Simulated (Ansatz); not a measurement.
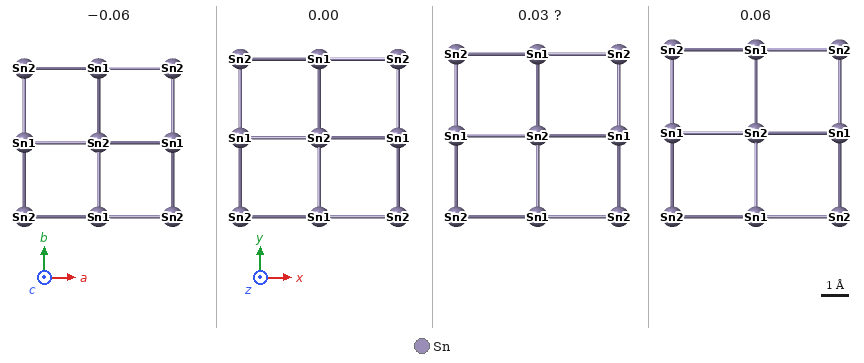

A scan of a crystal of Sn (I4_1/amd): the cell is strained equally along x and y, with the atoms kept at their fractional coordinates. x, y and z are the Cartesian axes of the input. A ball-and-stick model of the conventional cell (2 times the calculation's cell), repeated 1 × 1 × 2 with one cell outlined, seen along the c axis. Lengths and directions refer to the drawn axes.

Level of theory: DFT r2SCAN, scalar-relativistic, plane waves, PAW in Ansatz. (plane-wave cutoff 500 eV; k-point mesh 16 × 16 × 16; occupations gaussian; smearing width 0.15 eV; no spin polarisation). Energies (free energies at the smearing named) are counted from the cell as listed in its source, which wasn't relaxed.

| strain | E − E(ref) (meV/atom) |
| --- | --- |
| −0.0600 | 99.6 |
| −0.0450 | 53.5 |
| −0.0300 | 22.9 |
| −0.0150 | 5.6 |
| 0.0000 | 0.0 |
| 0.0150 | 5.0 |
| 0.0300 | ? |
| 0.0450 | 40.4 |
| 0.0525 | 53.6 |
| 0.0600 | 68.1 |

Estimate the missing energy from the other rows, and compare with the calculation.

Answer. A straight line between the two neighbours gives 22.7 meV/atom. A cubic through the four nearest rows (0.0000, 0.0150, 0.0450, 0.0525) gives, with Lagrange weights, (−0.1429)(0.0) + (0.6000)(5.0) + (1.0000)(40.4) + (−0.4571)(53.6) = 18.9 meV/atom. The calculation gives 19.0 meV/atom, so the cubic is 0.1 meV/atom too low and the straight line 3.7 meV/atom too high, as the curve bends upwards here.

The whole profile:

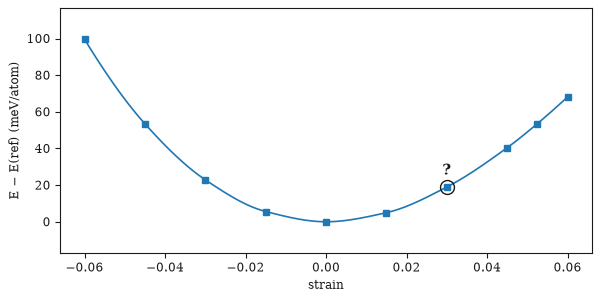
